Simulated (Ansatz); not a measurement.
## Electronic structure of W$_{15}$S$_{28}$ (cell charge +2, with a compensating background) (cell with a defect) in real space

```xyz
43
Lattice="7.8852 -2.7315 0.0000 -6.3082 -5.4630 0.0000 0.0000 0.0000 -12.1448" Properties=species:S:1:pos:R:3 pbc="T T T"
W    -3.1472   -3.6413   -2.9575
W    -0.0028   -3.6484   -2.9575
W     6.2964   -3.6462   -2.9995
W     3.1541   -3.6420   -2.9880
W     1.5865   -0.9186   -2.9995
W     1.5793   -6.3613   -2.9995
W    -1.5812   -6.3680   -2.9575
W    -1.5771   -4.5525   -9.0517
W     1.5822   -4.5122   -9.0022
W    -0.0086   -1.7811   -9.1383
W     4.6937   -4.5682   -9.0022
W     3.1865   -1.8456   -9.0022
W    -4.7614   -4.5799   -9.1383
W     0.0388   -7.2966   -9.1383
S    -3.1554   -3.6572  -10.6358
S    -0.0124   -3.6332  -10.6358
S     6.1338   -3.8431  -10.7540
S     3.1541   -3.6420  -10.5749
S     1.8384   -0.9610  -10.7540
S     1.4901   -6.1220  -10.7540
S    -1.5632   -6.3672  -10.6358
S    -1.5771   -4.5525   -4.5397
S     1.5622   -4.5378   -4.5622
S    -0.0033   -1.8341   -4.5538
S     4.7258   -4.5728   -4.5622
S     3.1743   -1.8156   -4.5622
S    -4.7180   -4.5489   -4.5538
S    -0.0097   -7.2746   -4.5538
S    -3.1996   -3.6813   -7.4898
S    -0.0112   -3.5830   -7.4898
S     6.3360   -3.6301   -7.5201
S     3.1541   -3.6420   -7.4147
S     1.5528   -0.8923   -7.5201
S     1.5734   -6.4036   -7.5201
S    -1.5203   -6.3933   -7.4898
S    -1.5771   -4.5525   -1.3824
S     1.5869   -4.5509   -1.4037
S    -0.0041   -1.7639   -1.4002
S     4.7248   -4.5448   -1.4037
S     3.1506   -1.8304   -1.4037
S    -4.7785   -4.5847   -1.4002
S     0.0515   -7.3090   -1.4002
W     0.0000    0.0000  -11.6476
```

The calculation used DFT PBE+D3(BJ), scalar-relativistic, plane waves, PAW (Ansatz).

In a PAW calculation such maps are meaningful between the atoms, not at the nuclei.

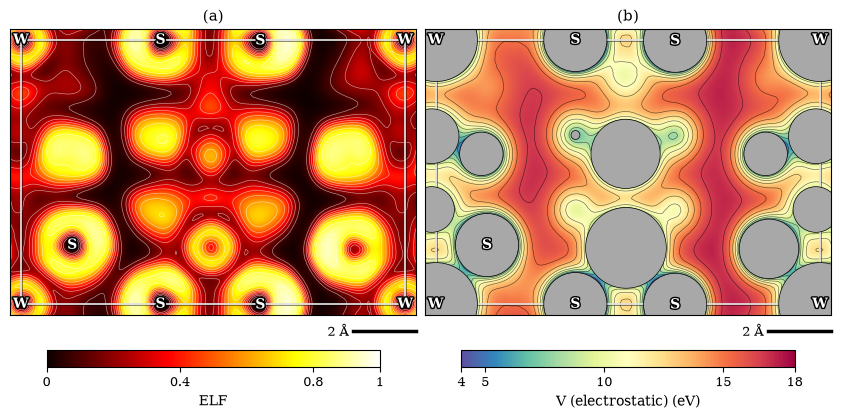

Figure 1. (a) ELF; (b) electrostatic potential (local pseudopotential plus Hartree) felt by an electron on the (11̄0) plane of the calculation cell. Grey discs cover the atomic cores in the potential map.

Describe what can be read from this map.

Answer.
- Atoms in the plane: W and S.
- Atoms just off the plane (W, 0.3 Å away and S, 0.3 Å away) can leave unmarked features too.
- W–S (2.47 Å): the ELF peaks at about 0.80 in the valence shell of S, 0.8 Å from its nucleus, and is about 0.40 at the midpoint.
- The features right at W lie inside the PAW spheres, where the map follows smoothed inner orbitals and isn't to be read closely.
- Outside the cores the potential energy rises away from the atoms and is highest about 2.1 Å from the nearest atoms; its zero is arbitrary.

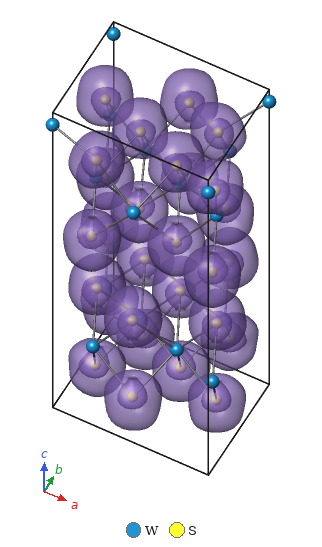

Figure 2. Isosurface of the ELF at 0.7 (purple), seen at an oblique angle. Only the valence region is drawn (cores and ρ < 0.01 e/Å³ removed). Sticks mark near contacts.

Identify the bonds, lone pairs and shells in this picture.

Answer. The surface consists of 28 regions wrapped around S (the valence shell of each), counted in one cell of 43 atoms. Any copies at cell faces, edges or corners count once. Profiles from the grid: W–S (2.26 Å): the ELF peaks at about 0.80 in the valence shell of S, 0.8 Å from its nucleus, and is about 0.40 at the midpoint. W–S (2.38 Å): the ELF peaks at about 0.85 in the valence shell of S, 0.8 Å from its nucleus, and is about 0.40 at the midpoint.
